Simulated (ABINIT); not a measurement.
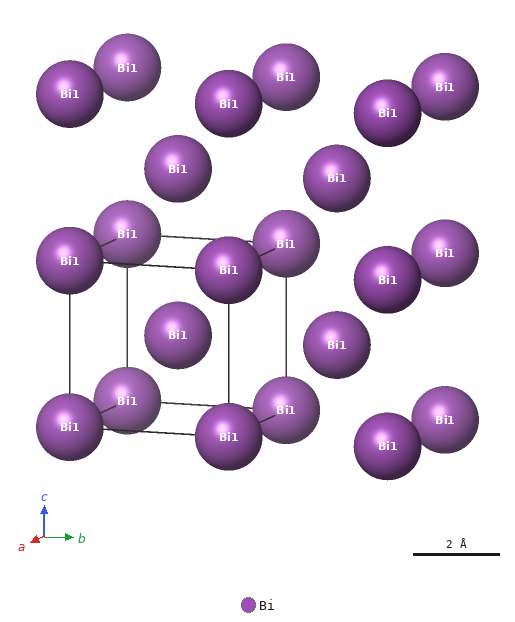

Fig. 1: The structure (spheres-only view of the cell 2 times as large as that of the calculation, set on its symmetry axes, repeated 1 × 2 × 2, seen slightly off an axis; atoms are numbered from 1 in the order of the input).

**Bi: band-structure run (part 1 of 3)**

System: Bi (1 atom in the cell).
Method: Kohn-Sham DFT of a periodic cell, TB-mBJ, JTH PAW LDA v2.0, no spin polarisation (ABINIT 10.8.3).

The structure derives from a Materials Project entry.

**The input**
```
# Datasets: ground state, then fixed potential
ndtset 2

# Pseudopotentials
pp_dirpath "./"
pseudos "Bi.LDA_PW-JTH.xml"

# Structure
acell 3.4319383527 3.4319383527 3.4319383527 Angstrom
rprim
    -0.5773502692     0.5773502692     0.5773502692
     0.5773502692    -0.5773502692     0.5773502692
     0.5773502692     0.5773502692    -0.5773502692
ntypat 1
znucl 83
natom 1
typat 1
xred
     0.0000000000     0.0000000000     0.0000000000

# Plane-wave basis
ecut 489.804952 eV
pawecutdg 36.0

# Exchange and correlation
ixc -208012
usekden 1
pawxcdev 0

# Bands and occupations
occopt 3
tsmear 0.00183747

# SCF cycle
nstep 100
diemix 0.3
optforces 0
optstress 0

# Output
iomode 3
prtwf 0
prteig 0
prtebands 0
enunit 1
prtden1 1
prtkden1 1
prtvha1 1
prtvclmb1 1
prtpot1 1

# Dataset 1
kptopt1 1
ngkpt1 9 9 9
nshiftk1 1
shiftk1 0.0 0.0 0.0
nband1 12
tolvrs1 1.0e-7

# Dataset 2: bands along G-H-N-G-P-H
iscf2 -2
getden2 1
getkden2 1
nband2 18
nbdbuf2 4
tolwfr2 1.0e-11
kptopt2 -5
ndivsm2 5
prteig2 1
kptbounds2
     0.0000000000     0.0000000000     0.0000000000
     0.5000000000    -0.5000000000     0.5000000000
     0.0000000000     0.0000000000     0.5000000000
     0.0000000000     0.0000000000     0.0000000000
     0.2500000000     0.2500000000     0.2500000000
     0.5000000000    -0.5000000000     0.5000000000
```

Run on 1 thread of Arm Neoverse V1, 24 GiB of memory available, shared host.

Command:
```bash
abinit run.abi > log 2>&1
```

**Log**
```
.Version 10.8.3 of ABINIT
 DATASET    1 : space group Im -3 m (#229); Bravais cI (body-center cubic)
================================================================================
 Values of the parameters that define the memory need for DATASET  1.
     intxc =       0    ionmov =       0      iscf =       7    lmnmax =      18
     lnmax =       6     mgfft =      27  mpssoang =       3    mqgrid =    3001
     natom =       1  nloc_mem =       2    nspden =       1   nspinor =       1
    nsppol =       1      nsym =      48    n1xccc =       1    ntypat =       1
    occopt =       3   xclevel =       2
       mpw =         780          nfft =       19683          nkpt =          35
 PAW method is used; the additional fine FFT grid is defined by:
   mgfftf=        36    nfftf =     46656
================================================================================
================================================================================

 DATASET    2 : space group Im -3 m (#229); Bravais cI (body-center cubic)
================================================================================
 Values of the parameters that define the memory need for DATASET  2.
     intxc =       0    ionmov =       0      iscf =      -2    lmnmax =      18
     lnmax =       6     mgfft =      27  mpssoang =       3    mqgrid =    3001
     natom =       1  nloc_mem =       2    nspden =       1   nspinor =       1
    nsppol =       1      nsym =      48    n1xccc =       1    ntypat =       1
    occopt =       3   xclevel =       2
       mpw =         784          nfft =       19683          nkpt =          30
 PAW method is used; the additional fine FFT grid is defined by:
   mgfftf=        36    nfftf =     46656
================================================================================
================================================================================

--------------------------------------------------------------------------------
------------- Echo of variables that govern the present computation ------------
--------------------------------------------------------------------------------
 -outvars: echo values of preprocessed input variables --------
            acell      6.4854235676E+00  6.4854235676E+00  6.4854235676E+00 Bohr
              amu      2.08980370E+02
           diemix      3.00000000E-01
             ecut      1.80000000E+01 Hartree
           enunit           1
           getden1          0
           getden2          1
          getkden1          0
          getkden2          1
             iscf1          7
             iscf2         -2
              ixc     -208012
           jdtset        1    2
           kptopt1          1
           kptopt2         -5
         kptrlatt        9    0    0      0    9    0      0    0    9
          kptrlen1     5.83688121E+01
          kptrlen2     3.00000000E+01
            natom           1
            nband1         12
            nband2         18
           nbdbuf1          0
           nbdbuf2          4
           ndtset           2
           ndivsm1          0
           ndivsm2          5
            ngfft          27      27      27
          ngfftdg          36      36      36
             nkpt1         35
             nkpt2         30
            nstep         100
             nsym          48
           ntypat           1
           occopt           3
        optforces           0
        optstress           0
        pawecutdg      3.60000000E+01 Hartree
         pawxcdev           0
        prtebands           0
           prteig1          0
           prteig2          1
          prtkden           1
           prtpot1          1
           prtpot2          0
         prtvclmb1          1
         prtvclmb2          0
           prtvha1          1
           prtvha2          0
            prtwf           0
            rprim     -5.7735026920E-01  5.7735026920E-01  5.7735026920E-01
                       5.7735026920E-01 -5.7735026920E-01  5.7735026920E-01
                       5.7735026920E-01  5.7735026920E-01 -5.7735026920E-01
           shiftk1     0.00000000E+00  0.00000000E+00  0.00000000E+00
           shiftk2     5.00000000E-01  5.00000000E-01  5.00000000E-01
          spgroup         229
           tolvrs1     1.00000000E-07
           tolvrs2     0.00000000E+00
           tolwfr1     0.00000000E+00
           tolwfr2     1.00000000E-11
           tsmear      1.83747000E-03 Hartree
            typat      1
          usekden           1
           useylm           1
            znucl       83.00000

================================================================================

 chkinp: Checking input parameters for consistency, jdtset=   1.

 chkinp: Checking input parameters for consistency, jdtset=   2.

================================================================================
== DATASET  1 ==================================================================

--- !DatasetInfo
iteration_state: {dtset: 1, }
dimensions: {natom: 1, nkpt: 35, mband: 12, nsppol: 1, nspinor: 1, nspden: 1, mpw: 780, }
cutoff_energies: {ecut:  18.0, pawecutdg:  36.0, }
electrons: {nelect:   1.50000000E+01, charge:   0.00000000E+00, occopt:   3.00000000E+00, tsmear:   1.83747000E-03, }
meta: {optdriver: 0, ionmov: 0, optcell: 0, iscf: 7, paral_kgb: 0, }
...

 Real(R)+Recip(G) space primitive vectors, cartesian coordinates (Bohr,Bohr^-1):
 R(1)= -3.7443610  3.7443610  3.7443610  G(1)=  0.0000000  0.1335341  0.1335341
 R(2)=  3.7443610 -3.7443610  3.7443610  G(2)=  0.1335341  0.0000000  0.1335341
 R(3)=  3.7443610  3.7443610 -3.7443610  G(3)=  0.1335341  0.1335341  0.0000000
 Unit cell volume ucvol=  2.0998736E+02 bohr^3
 Angles (23,13,12)=  1.09471221E+02  1.09471221E+02  1.09471221E+02 degrees

 Coarse grid specifications (used for wave-functions):

 getcut: wavevector=  0.0000  0.0000  0.0000  ngfft=  27  27  27
         ecut(hartree)=     18.000   => boxcut(ratio)=   2.10221

 Fine grid specifications (used for densities):

 getcut: wavevector=  0.0000  0.0000  0.0000  ngfft=  36  36  36
         ecut(hartree)=     36.000   => boxcut(ratio)=   2.05517

--- Pseudopotential description ------------------------------------------------
- pspini: atom type   1  psp file is ./Bi.LDA_PW-JTH.xml
 Pseudopotential format is: paw10
 basis_size (lnmax)=  6 (lmn_size= 18), orbitals=   0   0   1   1   2   2
 Spheres core radius: rc_sph= 2.41230754
 Shapefunction is BESSEL type: shapef(r,l)=aa(1,l)*jl(q(1,l)*r)+aa(2,l)*jl(q(2,l)*r)
 Radius for shape functions =  2.20555141
 Compensation charge density is not taken into account in XC energy/potential

   3.94979879E+02                                ecore*ucvol(ha*bohr**3)
--------------------------------------------------------------------------------

================================================================================

--- !BeginCycle
iteration_state: {dtset: 1, }
solver: {iscf: 7, nstep: 100, nline: 4, wfoptalg: 10, }
tolerances: {tolvrs: 1.00E-07, }
...

     iter   Etot(hartree)      deltaE(h)  residm     vres2
 ETOT  1  -57.935785660372    -5.794E+01 3.081E+00 5.348E+02
 ETOT  2  -60.025813296221    -2.090E+00 3.834E-01 6.669E+02
 ETOT  3  -59.584993896739     4.408E-01 2.507E+00 1.643E+02
 ETOT  4  -59.411494883498     1.735E-01 1.007E+00 9.324E+01
 ETOT  5  -59.297915598824     1.136E-01 4.102E-01 1.498E+01
 ETOT  6  -59.354522256535    -5.661E-02 6.604E-02 3.349E+00
 ETOT  7  -59.414195821321    -5.967E-02 2.150E-02 1.324E+00
 ETOT  8  -59.411405050908     2.791E-03 1.254E-02 2.228E+01
 ETOT  9  -59.337685901404     7.372E-02 6.552E-03 3.542E+01
 ETOT 10  -59.312412740403     2.527E-02 6.561E-03 5.336E+01
 ETOT 11  -59.322352913727    -9.940E-03 1.830E-03 5.543E+01
 ETOT 12  -59.310847986025     1.150E-02 3.134E-04 5.884E+01
 ETOT 13  -59.294702835122     1.615E-02 2.329E-04 6.408E+01
 ETOT 14  -59.331330953941    -3.663E-02 2.295E-03 2.217E+01
 ETOT 15  -59.400418876672    -6.909E-02 6.292E-03 3.334E+00
 ETOT 16  -59.438584590207    -3.817E-02 2.837E-03 5.851E-01
 ETOT 17  -59.445742199290    -7.158E-03 8.163E-04 1.366E+00
 ETOT 18  -59.447464356743    -1.722E-03 3.056E-04 4.970E-01
 ETOT 19  -59.443759159856     3.705E-03 5.389E-04 7.579E-01
 ETOT 20  -59.466523350671    -2.276E-02 6.038E-04 5.783E-01
 ETOT 21  -59.462091560473     4.432E-03 2.678E-04 3.536E-01
 ETOT 22  -59.453585645684     8.506E-03 5.025E-04 2.042E-03
 ETOT 23  -59.450372464146     3.213E-03 1.084E-04 2.508E-03
 ETOT 24  -59.450309926810     6.254E-05 2.137E-04 1.509E-03
 ETOT 25  -59.451495420861    -1.185E-03 1.267E-04 1.974E-03
 ETOT 26  -59.451585712911    -9.029E-05 6.262E-05 1.360E-03
 ETOT 27  -59.451082204852     5.035E-04 2.082E-04 2.163E-06
 ETOT 28  -59.450861637145     2.206E-04 4.048E-05 8.717E-05
 ETOT 29  -59.450769224831     9.241E-05 2.610E-04 1.413E-04
 ETOT 30  -59.450761152836     8.072E-06 3.630E-05 1.538E-04
 ETOT 31  -59.450899150231    -1.380E-04 2.021E-04 6.523E-06
 ETOT 32  -59.450910338124    -1.119E-05 3.230E-05 9.303E-06
 ETOT 33  -59.451014669138    -1.043E-04 1.327E-04 1.707E-05
 ETOT 34  -59.451047478617    -3.281E-05 2.870E-05 2.270E-05
 ETOT 35  -59.451004345100     4.313E-05 7.847E-05 1.873E-06
 ETOT 36  -59.450991629646     1.272E-05 2.232E-05 1.397E-06
 ETOT 37  -59.450969108172     2.252E-05 5.307E-05 4.324E-07
 ETOT 38  -59.450962346013     6.762E-06 1.591E-05 2.052E-07
 ETOT 39  -59.450972548977    -1.020E-05 3.799E-05 8.755E-08

 At SCF step   39       vres2   =  8.75E-08 < tolvrs=  1.00E-07 =>converged.

Result for kinetic energy density :

--------------------------------------------------------------------------------
 Total kinetic energy density [Ha/Bohr^3]
)     Maximum=    1.1178E-01  at reduced coord.    0.1111    0.9722    0.9722
)     Minimum=    1.5843E-03  at reduced coord.    0.0000    0.0000    0.0000
   Integrated=    4.6662E+00
--------------------------------------------------------------------------------

--- !ResultsGS
iteration_state: {dtset: 1, }
comment   : Summary of ground state results
lattice_vectors:
- [ -3.7443610,   3.7443610,   3.7443610, ]
- [  3.7443610,  -3.7443610,   3.7443610, ]
- [  3.7443610,   3.7443610,  -3.7443610, ]
lattice_lengths: [   6.48542,    6.48542,    6.48542, ]
lattice_angles: [109.471, 109.471, 109.471, ] # degrees, (23, 13, 12)
lattice_volume:   2.0998736E+02
convergence: {deltae: -1.020E-05, res2:  8.755E-08, residm:  3.799E-05, diffor:  0.000E+00, }
etotal    :  -5.94509725E+01
entropy   :   0.00000000E+00
fermie    :   2.93968513E-01
cartesian_stress_tensor: null
pressure_GPa: null
xred      :
- [  0.0000E+00,   0.0000E+00,   0.0000E+00, Bi]
cartesian_forces: null
force_length_stats: {min: null, max: null, mean: null, }
...

 Integrated electronic density in atomic spheres:
 ------------------------------------------------
 Atom  Sphere_radius  Integrated_density
    1        2.41231         12.14476721

================================================================================

 ----iterations are completed or convergence reached----

 Mean square residual over all n,k,spin=   16.901E-08; max=  37.988E-06
 reduced coordinates (array xred) for    1 atoms
       0.000000000000      0.000000000000      0.000000000000
 rms dE/dt=  0.0000E+00; max dE/dt=  0.0000E+00; dE/dt below (all hartree)
    1       0.000000000000      0.000000000000      0.000000000000

 cartesian coordinates (angstrom) at end:
    1      0.00000000000000     0.00000000000000     0.00000000000000
 length scales=  6.485423567602  6.485423567602  6.485423567602 bohr
              =  3.431938352700  3.431938352700  3.431938352700 angstroms
 Fermi (or HOMO) energy (eV) =   7.99929   Average Vxc (eV)=  -8.19993
 Eigenvalues (   eV  ) for nkpt=  35  k points:
 kpt#   1, nband= 12, wtk=  0.00137, kpt=  0.0000  0.0000  0.0000 (reduced coord)
 -15.61614  -15.61614  -15.61614  -15.48649  -15.48649   -5.55492   13.05684   13.05684
  13.05684   17.27175   18.97741   18.97741
 prteigrs : prtvol=0 or 1, do not print more k-points.
```
